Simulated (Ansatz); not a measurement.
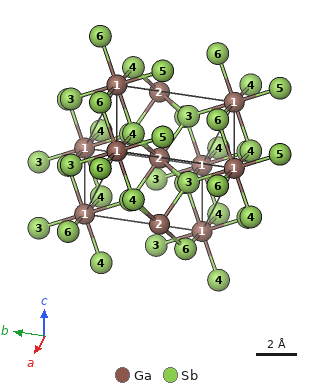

This is the input geometry for a relaxation of crystalline GaSb₂ (built on the rutile_136 type) (coarse preliminary run). The picture is a ball-and-stick view of the cell of the calculation, seen from a free direction.

Case: rutile type (P4_2/mnm, No. 136).

Level of theory: DFT PBE, scalar-relativistic, plane waves, PAW (Ansatz 0.2.0).

Input
```yaml
crystal:
  lattice:
    - [6.231428276, 0.0, 0.0]
    - [0.0, 6.231428276, 0.0]
    - [0.0, 0.0, 4.0136691922]
  atoms:
    - { symbol: Ga, position: [0.0, 0.0, 0.0] }
    - { symbol: Ga, position: [0.5, 0.5, 0.5] }
    - { symbol: Sb, position: [0.306, 0.306, 0.0] }
    - { symbol: Sb, position: [0.194, 0.806, 0.5] }
    - { symbol: Sb, position: [0.694, 0.694, 0.0] }
    - { symbol: Sb, position: [0.806, 0.194, 0.5] }
basis:
  ecutwfc: 420
kpoints:
  mp_grid: { grid: [4, 4, 4] }
hamiltonian:
  xc: pbe
scf:
  occupations: { method: gaussian, width: 0.1 }
  lower_state_search: "off"
output:
  forces: true
  stress: true
  eigenvalues: true
relax:
  adjacent_minimum: "off"
  f_tol: 0.04
  max_steps: 70
  cell: { stress_tol: 0.4 }
```

Launched with:
```bash
ansatz run input.yaml --threads 1 --pin off --max-ram 2560MiB --backend cpu --events-out ev --progress --plain --runs-dir out
```

**What does the optimiser find from here?**

The largest moves relative to the cell, 0.017 Å, are those of Sb3, Sb4, Sb5 and Sb6. Sb3 goes along [−1 −1 0]. Ga stays in place. Cell: a = b 6.231 → 6.522 Å (+4.7 %), c 4.014 → 4.171 Å (+3.9 %). Volume +13.8 %. Some distances before and after: Ga1–Sb4 2.636 → 2.759 Å, Ga1–Sb3 2.697 → 2.805 Å. The space group stays P4_2/mnm (No. 136). The energy falls by 79.7 meV per atom in 2 accepted moves (3 points after the start). The largest force component goes from 0.24 to 0.023 eV/Å. The pressure goes from 8.04 to −0.10 GPa. At 1 point the geometry stayed and the basis and grid were re-selected for the new cell (energy shift of 0.7 meV per atom at most each time). The run took 23 s on 1 thread of Intel(R) Xeon(R) 6975P-C (Granite Rapids), with other jobs on the host, peak memory 0.54 GiB.

Final geometry:

```xyz
6
Lattice="6.5220 0.0000 0.0000 0.0000 6.5220 0.0000 0.0000 0.0000 4.1706" Properties=species:S:1:pos:R:3 pbc="T T T"
Ga    6.5220    6.5220    0.0000
Ga    3.2610    3.2610    2.0853
Sb    1.9836    1.9836    0.0000
Sb    1.2774    5.2446    2.0853
Sb    4.5384    4.5384    0.0000
Sb    5.2446    1.2774    2.0853
```

After the run, drawn alike:

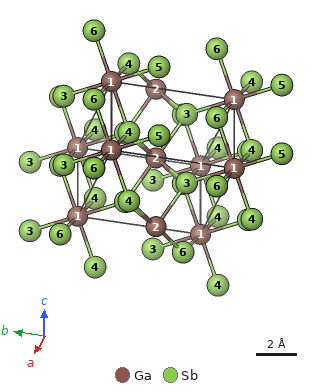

Limits of the set-up: the k-point mesh is coarse for a cell with partly filled bands.
